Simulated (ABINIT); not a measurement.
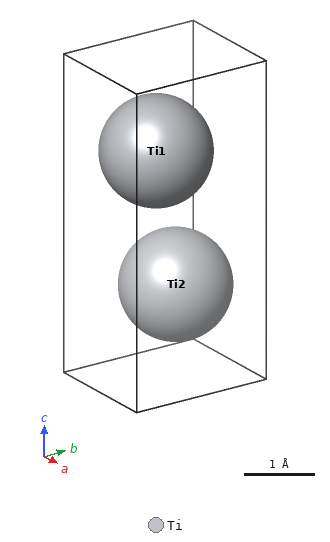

**Figure 1.** The input geometry (spheres-only view of the cell of the calculation, seen slightly off an axis; atoms are numbered from 1 in the order of the input). An atom can appear more than once, as a periodic image.

Run report: Ti, single-point calculation (part 1 of 3)

Ti (2 atoms in the cell), computed with Kohn-Sham DFT of a periodic cell, PBE, SG15 NC PBE v1.2, no spin polarisation (ABINIT 10.8.3).

The structure derives from an entry of the Crystallography Open Database.

Log
```
.Version 10.8.3 of ABINIT
 Symmetries : space group P-1 (#  2); Bravais aP (primitive triclinic)
================================================================================
 Values of the parameters that define the memory need of the present run
     intxc =       0    ionmov =       0      iscf =       7    lmnmax =       6
     lnmax =       6     mgfft =      45  mpssoang =       3    mqgrid =    3001
     natom =       2  nloc_mem =       1    nspden =       1   nspinor =       1
    nsppol =       1      nsym =       2    n1xccc =       0    ntypat =       1
    occopt =       6   xclevel =       2
       mpw =        1538          nfft =       32805          nkpt =          76
================================================================================
================================================================================

--------------------------------------------------------------------------------
------------- Echo of variables that govern the present computation ------------
--------------------------------------------------------------------------------
 -outvars: echo values of preprocessed input variables --------
            acell      5.5746920676E+00  5.5746920677E+00  8.8439182632E+00 Bohr
              amu      4.78800000E+01
          chkprim           0
      chksymtnons           0
             ecut      2.60000000E+01 Hartree
           enunit           1
              ixc          11
         kptrlatt        6    0    0      0    6    0      0    0    4
          kptrlen      3.34481524E+01
            natom           2
            nband          16
            ngfft          27      27      45
             nkpt          76
            nstep         100
             nsym           2
           ntypat           1
           occopt           6
           prtden           0
        prtebands           0
           prteig           0
           prtvol           2
            prtwf           0
            rprim      1.0000000000E+00  0.0000000000E+00  0.0000000000E+00
                      -5.0000000000E-01  8.6602540380E-01  0.0000000000E+00
                       0.0000000000E+00  0.0000000000E+00  1.0000000000E+00
          spgroup           2
           tolsym      1.00000000E-06
           tolvrs      1.00000000E-10
           tsmear      4.99790782E-03 Hartree
            typat      1  1
           xangst      1.5420298989E+00  8.3510483222E-01  3.5029191576E+00
                       4.4810499791E-03  1.7191284950E+00  1.1640563992E+00
            xcart      2.9140141869E+00  1.5781194193E+00  6.6195578491E+00
                       8.4679572170E-03  3.2486820308E+00  2.1997477896E+00
             xred      6.8616200000E-01  3.2688000000E-01  7.4848700000E-01
                       3.3797300000E-01  6.7290800000E-01  2.4873000000E-01
            znucl       22.00000

================================================================================

 chkinp: Checking input parameters for consistency.

================================================================================
== DATASET  1 ==================================================================

--- !DatasetInfo
iteration_state: {dtset: 1, }
dimensions: {natom: 2, nkpt: 76, mband: 16, nsppol: 1, nspinor: 1, nspden: 1, mpw: 1538, }
cutoff_energies: {ecut:  26.0, pawecutdg:  -1.0, }
electrons: {nelect:   2.40000000E+01, charge:   0.00000000E+00, occopt:   6.00000000E+00, tsmear:   4.99790782E-03, }
meta: {optdriver: 0, ionmov: 0, optcell: 0, iscf: 7, paral_kgb: 0, }
...

 Exchange-correlation functional for the present dataset will be:
  GGA: Perdew-Burke-Ernzerhof functional - ixc=11
  J.P.Perdew, K.Burke, M.Ernzerhof, PRL 77, 3865 (1996)

 Real(R)+Recip(G) space primitive vectors, cartesian coordinates (Bohr,Bohr^-1):
 R(1)=  5.5746921  0.0000000  0.0000000  G(1)=  0.1793821  0.1035663  0.0000000
 R(2)= -2.7873460  4.8278249  0.0000000  G(2)=  0.0000000  0.2071326  0.0000000
 R(3)=  0.0000000  0.0000000  8.8439183  G(3)=  0.0000000  0.0000000  0.1130721
 Unit cell volume ucvol=  2.3802201E+02 bohr^3
 Angles (23,13,12)=  9.00000000E+01  9.00000000E+01  1.20000000E+02 degrees

 getcut: wavevector=  0.0000  0.0000  0.0000  ngfft=  27  27  45
         ecut(hartree)=     26.000   => boxcut(ratio)=   2.03390

--- Pseudopotential description ------------------------------------------------
- pspini: atom type   1  psp file is ./Ti_ONCV_PBE-1.2.upf
12 -101130 2 -1 602                           pspcod,pspxc,lmax,lloc,mmax
     nproj     2     2     2

   1.07247748E+03                                ecore*ucvol(ha*bohr**3)
--------------------------------------------------------------------------------

================================================================================

--- !BeginCycle
iteration_state: {dtset: 1, }
solver: {iscf: 7, nstep: 100, nline: 4, wfoptalg: 0, }
tolerances: {tolvrs: 1.00E-10, }
...

     iter   Etot(hartree)      deltaE(h)  residm     vres2
 ETOT  1  -115.29478896253    -1.153E+02 1.160E-01 4.412E+01
 ETOT  2  -115.37432927206    -7.954E-02 1.749E-02 2.536E+01
 ETOT  3  -115.38588133472    -1.155E-02 7.045E-03 1.480E-01
 ETOT  4  -115.38608775183    -2.064E-04 4.831E-03 4.867E-03
 ETOT  5  -115.38611080934    -2.306E-05 5.531E-03 3.366E-04
 ETOT  6  -115.38611545151    -4.642E-06 1.366E-03 1.450E-05
 ETOT  7  -115.38611659947    -1.148E-06 3.878E-03 1.605E-05
 ETOT  8  -115.38611693149    -3.320E-07 5.473E-03 1.509E-07
 ETOT  9  -115.38611702880    -9.731E-08 5.374E-03 4.381E-07
 ETOT 10  -115.38611705975    -3.095E-08 2.424E-03 4.725E-08
 ETOT 11  -115.38611706982    -1.006E-08 1.471E-03 6.082E-09
 ETOT 12  -115.38611707319    -3.377E-09 4.601E-04 9.882E-09
 ETOT 13  -115.38611707436    -1.171E-09 3.008E-04 1.696E-10
 ETOT 14  -115.38611707477    -4.110E-10 2.850E-04 4.436E-10
 ETOT 15  -115.38611707492    -1.477E-10 1.747E-04 3.622E-12

 At SCF step   15       vres2   =  3.62E-12 < tolvrs=  1.00E-10 =>converged.

 Cartesian components of stress tensor (hartree/bohr^3)
  sigma(1 1)=  7.44165042E-05  sigma(3 2)= -7.00659640E-09
  sigma(2 2)=  4.30079053E-05  sigma(3 1)=  2.71669607E-08
  sigma(3 3)=  3.36912525E-05  sigma(2 1)= -3.04450582E-05

--- !ResultsGS
iteration_state: {dtset: 1, }
comment   : Summary of ground state results
lattice_vectors:
- [  5.5746921,   0.0000000,   0.0000000, ]
- [ -2.7873460,   4.8278249,   0.0000000, ]
- [  0.0000000,   0.0000000,   8.8439183, ]
lattice_lengths: [   5.57469,    5.57469,    8.84392, ]
lattice_angles: [ 90.000,  90.000, 120.000, ] # degrees, (23, 13, 12)
lattice_volume:   2.3802201E+02
convergence: {deltae: -1.477E-10, res2:  3.622E-12, residm:  1.747E-04, diffor: null, }
etotal    :  -1.15386117E+02
entropy   :   0.00000000E+00
fermie    :   3.04178284E-01
cartesian_stress_tensor: # hartree/bohr^3
- [  7.44165042E-05,  -3.04450582E-05,   2.71669607E-08, ]
- [ -3.04450582E-05,   4.30079053E-05,  -7.00659640E-09, ]
- [  2.71669607E-08,  -7.00659640E-09,   3.36912525E-05, ]
pressure_GPa:  -1.4820E+00
xred      :
- [  6.8616E-01,   3.2688E-01,   7.4849E-01, Ti]
- [  3.3797E-01,   6.7291E-01,   2.4873E-01, Ti]
cartesian_forces: # hartree/bohr
- [ -1.58674532E-03,   8.39816682E-04,   8.62591363E-05, ]
- [  1.58674532E-03,  -8.39816682E-04,  -8.62591363E-05, ]
force_length_stats: {min:   1.79735734E-03, max:   1.79735734E-03, mean:   1.79735734E-03, }
...

 Integrated electronic density in atomic spheres:
 ------------------------------------------------
 Atom  Sphere_radius  Integrated_density
    1        2.00000          9.49952328
    2        2.00000          9.49568374
================================================================================

 ----iterations are completed or convergence reached----

 Mean square residual over all n,k,spin=   23.087E-07; max=  17.473E-05
   0.0000  0.0000  0.0000    1  1.60826E-04 kpt; spin; max resid(k); each band:
  8.41E-16 7.01E-16 7.51E-16 4.89E-16 8.69E-16 6.83E-16 8.85E-16 4.81E-16
  6.92E-16 4.57E-16 4.86E-08 4.38E-08 7.09E-08 9.64E-09 2.40E-05 1.61E-04
   0.1667  0.0000  0.0000    1  1.08977E-04 kpt; spin; max resid(k); each band:
  9.89E-16 6.92E-16 7.70E-16 4.13E-16 8.35E-16 3.56E-16 6.88E-16 7.79E-16
  6.05E-16 6.01E-16 5.39E-12 4.80E-10 6.44E-07 2.04E-05 7.77E-06 1.09E-04
   0.3333  0.0000  0.0000    1  6.01371E-05 kpt; spin; max resid(k); each band:
  1.06E-15 5.49E-16 7.43E-16 3.97E-16 3.87E-16 8.19E-16 6.69E-16 7.94E-16
  5.87E-16 6.21E-16 1.47E-15 1.59E-15 7.23E-11 2.34E-10 6.18E-11 6.01E-05
   0.5000  0.0000  0.0000    1  7.37148E-05 kpt; spin; max resid(k); each band:
  1.08E-15 4.35E-16 3.68E-16 3.65E-16 7.18E-16 8.46E-16 6.51E-16 7.92E-16
  6.01E-16 7.07E-16 1.56E-15 8.82E-16 3.41E-13 2.51E-14 4.15E-11 7.37E-05
   0.0000  0.1667  0.0000    1  1.18095E-04 kpt; spin; max resid(k); each band:
  1.14E-15 6.91E-16 7.61E-16 3.28E-16 3.38E-16 4.09E-16 6.89E-16 3.01E-16
  5.97E-16 4.49E-16 8.91E-12 3.38E-11 1.99E-06 1.39E-05 2.25E-05 1.18E-04
   0.1667  0.1667  0.0000    1  1.11172E-05 kpt; spin; max resid(k); each band:
  1.08E-15 6.93E-16 7.39E-16 4.36E-16 5.11E-16 8.15E-16 6.82E-16 8.50E-16
  5.41E-16 7.11E-16 3.81E-15 2.56E-15 4.80E-10 5.66E-09 1.80E-07 1.11E-05
   0.3333  0.1667  0.0000    1  4.49899E-05 kpt; spin; max resid(k); each band:
  1.01E-15 6.90E-16 4.18E-16 5.81E-16 5.83E-16 9.13E-16 6.55E-16 9.08E-16
  5.49E-16 1.31E-15 6.69E-16 9.29E-16 2.42E-15 1.40E-13 1.08E-11 4.50E-05
   0.5000  0.1667  0.0000    1  4.47587E-05 kpt; spin; max resid(k); each band:
  7.91E-16 5.12E-16 3.86E-16 7.01E-16 2.59E-16 5.21E-16 6.49E-16 6.96E-16
  6.67E-16 1.05E-15 5.04E-16 6.87E-16 4.16E-15 1.60E-13 3.31E-12 4.48E-05
  -0.3333  0.1667  0.0000    1  2.77187E-05 kpt; spin; max resid(k); each band:
  8.52E-16 5.14E-16 7.61E-16 3.06E-16 5.42E-16 5.25E-16 6.72E-16 4.08E-16
  6.20E-16 1.03E-15 2.62E-15 5.00E-15 2.97E-10 3.89E-10 5.33E-09 2.77E-05
  -0.1667  0.1667  0.0000    1  8.40160E-06 kpt; spin; max resid(k); each band:
  7.39E-16 8.11E-16 7.69E-16 8.09E-16 4.67E-16 8.60E-16 6.81E-16 4.69E-16
  5.82E-16 4.66E-16 2.31E-12 6.77E-10 1.16E-06 8.40E-06 3.70E-06 3.36E-06
   0.0000  0.3333  0.0000    1  4.10468E-05 kpt; spin; max resid(k); each band:
  1.02E-15 7.47E-16 7.25E-16 3.43E-16 3.39E-16 3.25E-16 6.75E-16 3.08E-16
  5.24E-16 8.22E-16 1.09E-15 1.90E-15 9.45E-12 3.50E-11 1.67E-09 4.10E-05
   0.1667  0.3333  0.0000    1  1.74727E-04 kpt; spin; max resid(k); each band:
  9.49E-16 7.84E-16 3.40E-16 7.39E-16 2.95E-16 6.45E-16 6.64E-16 4.30E-16
  5.00E-16 1.13E-15 7.25E-16 9.85E-16 2.69E-14 9.59E-14 3.02E-11 1.75E-04
   0.3333  0.3333  0.0000    1  3.21620E-05 kpt; spin; max resid(k); each band:
  8.96E-16 8.50E-16 7.19E-16 6.93E-16 6.72E-16 6.49E-16 6.67E-16 7.31E-16
  9.99E-16 5.60E-16 7.47E-16 5.82E-16 4.11E-13 4.10E-12 1.48E-09 3.22E-05
   0.5000  0.3333  0.0000    1  6.80189E-06 kpt; spin; max resid(k); each band:
  8.70E-16 5.97E-16 7.53E-16 7.23E-16 4.23E-16 3.84E-16 6.54E-16 4.30E-16
  5.97E-16 1.01E-15 4.41E-16 3.59E-16 5.64E-15 1.28E-13 6.96E-11 6.80E-06
  -0.3333  0.3333  0.0000    1  7.40457E-05 kpt; spin; max resid(k); each band:
  1.20E-15 6.13E-16 7.42E-16 8.12E-16 8.49E-16 4.66E-16 6.64E-16 4.65E-16
  5.41E-16 5.24E-16 1.13E-15 1.42E-15 8.75E-10 2.40E-09 2.44E-09 7.40E-05
  -0.1667  0.3333  0.0000    1  5.01112E-06 kpt; spin; max resid(k); each band:
  1.05E-15 7.64E-16 7.46E-16 6.70E-16 9.11E-16 4.84E-16 6.73E-16 4.34E-16
  5.51E-16 8.05E-16 2.63E-15 7.99E-14 2.86E-10 1.16E-10 1.06E-08 5.01E-06
   0.0000  0.5000  0.0000    1  1.38615E-04 kpt; spin; max resid(k); each band:
  9.22E-16 7.97E-16 3.49E-16 3.09E-16 6.59E-16 3.17E-16 6.65E-16 3.17E-16
  5.57E-16 5.14E-16 1.50E-15 7.45E-16 7.96E-14 2.70E-13 2.91E-11 1.39E-04
   0.1667  0.5000  0.0000    1  5.75592E-06 kpt; spin; max resid(k); each band:
  9.19E-16 8.06E-16 4.47E-16 6.98E-16 6.22E-16 3.23E-16 6.60E-16 3.03E-16
  5.01E-16 1.47E-15 8.86E-16 7.56E-16 3.83E-14 7.48E-14 1.73E-11 5.76E-06
   0.3333  0.5000  0.0000    1  1.86951E-06 kpt; spin; max resid(k); each band:
  1.00E-15 8.41E-16 9.11E-16 7.09E-16 9.08E-16 4.85E-16 6.54E-16 4.98E-16
  4.94E-16 1.24E-15 7.57E-16 8.63E-16 1.02E-14 6.64E-13 1.09E-10 1.87E-06
   0.5000  0.5000  0.0000    1  1.03530E-04 kpt; spin; max resid(k); each band:
  1.06E-15 5.26E-16 8.17E-16 7.18E-16 8.42E-16 4.64E-16 6.76E-16 4.59E-16
  3.80E-16 7.17E-16 8.79E-16 1.66E-15 7.03E-12 1.16E-10 1.76E-09 1.04E-04
   0.0000  0.0000  0.2500    1  3.72401E-07 kpt; spin; max resid(k); each band:
  8.49E-16 6.98E-16 7.41E-16 7.13E-16 4.81E-16 8.79E-16 8.77E-16 4.77E-16
  6.15E-16 4.92E-16 1.62E-13 1.23E-08 1.40E-08 5.39E-09 3.72E-07 3.32E-08
   0.1667  0.0000  0.2500    1  1.49015E-05 kpt; spin; max resid(k); each band:
  7.70E-16 7.33E-16 9.13E-16 3.13E-16 4.09E-16 9.30E-16 8.58E-16 7.16E-16
  6.12E-16 4.86E-16 9.51E-14 2.94E-10 2.51E-09 3.34E-07 8.58E-07 1.49E-05
   0.3333  0.0000  0.2500    1  9.21970E-05 kpt; spin; max resid(k); each band:
  1.10E-15 8.54E-16 1.00E-15 3.78E-16 3.57E-16 8.57E-16 1.00E-15 7.70E-16
  5.86E-16 6.47E-16 1.43E-15 3.89E-14 9.65E-11 6.55E-10 2.87E-09 9.22E-05
   0.5000  0.0000  0.2500    1  2.68794E-05 kpt; spin; max resid(k); each band:
  8.46E-16 9.27E-16 5.61E-16 5.39E-16 7.39E-16 8.79E-16 6.17E-16 7.69E-16
  8.70E-16 5.92E-16 8.90E-16 7.66E-16 8.81E-12 9.03E-12 1.19E-11 2.69E-05
  -0.3333  0.0000  0.2500    1  4.71088E-05 kpt; spin; max resid(k); each band:
  9.08E-16 6.09E-16 3.79E-16 7.40E-16 9.41E-16 8.60E-16 3.34E-16 7.77E-16
  7.03E-16 1.30E-15 2.55E-16 2.62E-14 9.39E-13 9.70E-11 3.71E-09 4.71E-05
  -0.1667  0.0000  0.2500    1  7.32420E-06 kpt; spin; max resid(k); each band:
  9.97E-16 6.93E-16 5.67E-16 1.02E-15 6.40E-16 9.11E-16 3.83E-16 7.44E-16
  6.24E-16 5.08E-16 8.52E-14 2.68E-10 1.41E-09 3.39E-08 1.10E-06 7.32E-06
   0.0000  0.1667  0.2500    1  1.31068E-04 kpt; spin; max resid(k); each band:
  9.64E-16 6.84E-16 7.59E-16 2.60E-16 3.54E-16 4.30E-16 2.62E-16 2.30E-16
  5.98E-16 5.19E-16 3.09E-14 1.07E-11 1.56E-09 1.60E-06 2.03E-06 1.31E-04
   0.1667  0.1667  0.2500    1  4.02326E-06 kpt; spin; max resid(k); each band:
  1.08E-15 8.43E-16 9.47E-16 1.10E-16 1.40E-16 1.00E-15 8.88E-16 1.08E-15
  5.62E-16 6.04E-16 1.10E-15 1.95E-15 6.25E-12 1.31E-09 2.07E-08 4.02E-06
   0.3333  0.1667  0.2500    1  7.23008E-06 kpt; spin; max resid(k); each band:
  1.05E-15 9.97E-16 8.00E-16 3.87E-16 7.66E-16 2.81E-16 1.79E-16 4.50E-16
  4.99E-16 7.08E-16 7.04E-16 1.80E-15 7.24E-14 6.58E-12 1.73E-09 7.23E-06
   0.5000  0.1667  0.2500    1  1.54960E-04 kpt; spin; max resid(k); each band:
  8.05E-16 7.52E-16 4.92E-16 4.34E-16 6.02E-16 4.12E-16 2.53E-16 3.19E-16
  7.80E-16 4.43E-16 4.52E-16 6.07E-15 1.50E-12 2.34E-12 1.10E-08 1.55E-04
  -0.3333  0.1667  0.2500    1  5.27707E-06 kpt; spin; max resid(k); each band:
  8.64E-16 6.16E-16 4.59E-16 1.99E-16 1.50E-16 3.71E-16 3.14E-16 1.68E-16
  6.59E-16 6.86E-16 3.74E-16 1.58E-15 4.52E-10 1.96E-09 1.43E-08 5.28E-06
  -0.1667  0.1667  0.2500    1  1.60993E-05 kpt; spin; max resid(k); each band:
  9.33E-16 6.50E-16 6.21E-16 3.29E-16 7.37E-16 4.72E-16 6.68E-16 4.65E-16
  6.24E-16 6.57E-16 1.85E-13 2.09E-11 4.88E-10 3.60E-07 3.34E-07 1.61E-05
   0.0000  0.3333  0.2500    1  1.00617E-04 kpt; spin; max resid(k); each band:
  1.05E-15 7.43E-16 4.66E-16 3.32E-16 2.97E-16 4.65E-16 5.72E-16 2.46E-16
  5.83E-16 9.16E-16 7.23E-16 7.32E-15 3.68E-11 3.15E-10 2.30E-09 1.01E-04
```
